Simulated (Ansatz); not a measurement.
## Electronic structure of P in real space

Input file:

```
crystal:
  lattice:
    - [2.4072602648, 0.0676440134, 0.0]
    - [0.0676440134, 2.4072602648, 0.0]
    - [0.0, 0.0, 2.4073686085]
  atoms:
    - { symbol: P, position: [0.0, 0.0, 0.0] }
basis:
  ecutwfc: 420
kpoints:
  mp_grid: { grid: [24, 24, 24] }
hamiltonian:
  xc: pbe
  dispersion: d3bj
scf:
  occupations: { method: gaussian, width: 0.15 }
output:
  forces: true
  stress: true
  eigenvalues: true
  write_density: true
  write_potential: true
  elf: true
  volumetric_format: npy
```

Command:

```sh
ansatz run input.yaml --threads 1 --pin off --max-ram 2560MiB --backend cpu --events-out ev --progress --plain --runs-dir out
```

Below, planes, directions and counts refer to the conventional cell (a = 3.31 Å, b = 3.50 Å, c = 2.41 Å, α = 90.00°, β = 90.00°, γ = 90.00°).

Space group Cmmm; changed on purpose from its base cell (strain +0.0562 x Voigt [0, 0, 0, 0, 0, 1], atoms carried along); computed without spin polarisation.

These are results of Ansatz 0.2.0, DFT PBE+D3(BJ), scalar-relativistic, plane waves, PAW, not measurements.

Core electrons are frozen (PAW), and the valence fields are smoothed inside the atomic spheres.

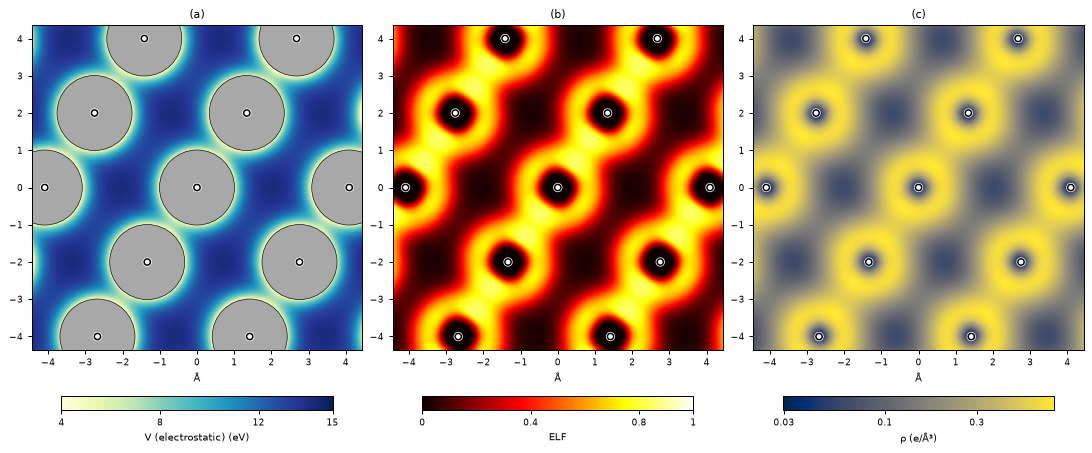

Figure 1. (a) electrostatic potential (local pseudopotential plus Hartree) felt by an electron; (b) ELF; (c) valence charge density (pseudo) on the (111) plane of the conventional cell. Circles mark the nuclei in the plane (P). Grey discs cover the atomic cores in the potential map.

### What do the fields say about this system?

The section cuts through P sites. P–P (2.41 Å): the density is about 0.55 e/Å³ at the midpoint; the ELF peaks at about 0.85 between the atoms. Between the atoms the lowest density in this plane is 0.06 e/Å³. Outside the cores the potential energy rises away from the atoms and is highest about 2.0 Å from the nearest atoms; its zero is arbitrary.

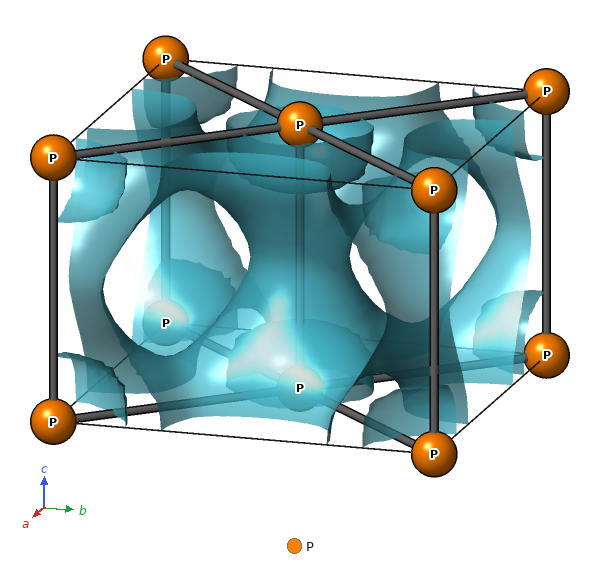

Figure 2. Isosurface of the ELF at 0.65 (cyan), seen slightly off an axis. Core shells and regions of very low density are left out. Sticks mark near contacts.

### What do the ELF domains correspond to?

The surface consists of one network that runs through the whole crystal, counted in one cell of 2 atoms. Any copies at cell faces, edges or corners count once. There are no localised bonds or lone pairs at this value.

### Metal or insulator at this level of theory?

It is gapless in this calculation (a metal or semimetal).
